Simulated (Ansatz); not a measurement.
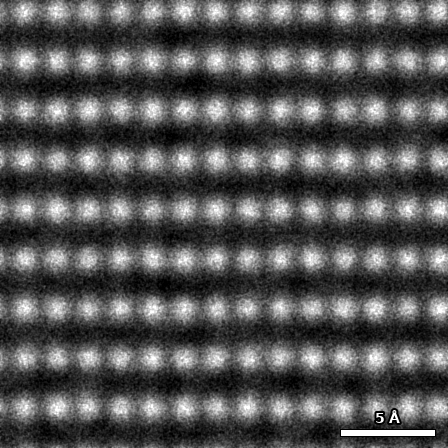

An image along [210] of one of the structures below (computed or model cells, partly hypothetical, each in its standard cell). Simulated as the projected potential of neutral atoms (B = 0.5 Å²) blurred by a 0.90 Å probe, the thin-sample limit of integrated differential phase contrast. Shot noise and the speckle of an amorphous layer were added.

A. Lu
Space group Fm-3m (No. 225). a = 4.915 Å, b = 4.915 Å, c = 4.915 Å, α = 90.00°, β = 90.00°, γ = 90.00°
| atom | site | symmetry | x | y | z |
| --- | --- | --- | --- | --- | --- |
| Lu | 4a | m-3m | 0.0000 | 0.0000 | 0.0000 |

B. Lu
Space group Im-3m (No. 229). a = 3.901 Å, b = 3.901 Å, c = 3.901 Å, α = 90.00°, β = 90.00°, γ = 90.00°
```
atom  site  symmetry       x       y       z
  Lu    2a      m-3m  0.0000  0.0000  0.0000
```

C. Sn
Space group I4_1/amd:1 (No. 141). a = 5.839 Å, b = 5.839 Å, c = 3.151 Å, α = 90.00°, β = 90.00°, γ = 90.00°
| atom | site | symmetry | x | y | z |
| --- | --- | --- | --- | --- | --- |
| Sn | 4a | -4m2 | 0.5000 | 0.0000 | 0.7500 |

D. Lu
Space group P6_3/mmc (No. 194). a = 3.443 Å, b = 3.443 Å, c = 5.350 Å, α = 90.00°, β = 90.00°, γ = 120.00°
| atom | site | symmetry | x | y | z |
| --- | --- | --- | --- | --- | --- |
| Lu | 2d | -6m2 | 0.3333 | 0.6667 | 0.7500 |

**Which structure was imaged?**

D, Lu. Along [210] the projected cells are A 1.10 × 2.46 Å, 90°; B 1.74 × 2.14 Å, 114°; C 2.05 × 2.05 Å, 101°; D 1.72 × 2.67 Å, 90°. The image repeats as D does.

Structure D: the end point of a relaxation with Ansatz, DFT PBEsol, scalar-relativistic, plane waves, PAW.
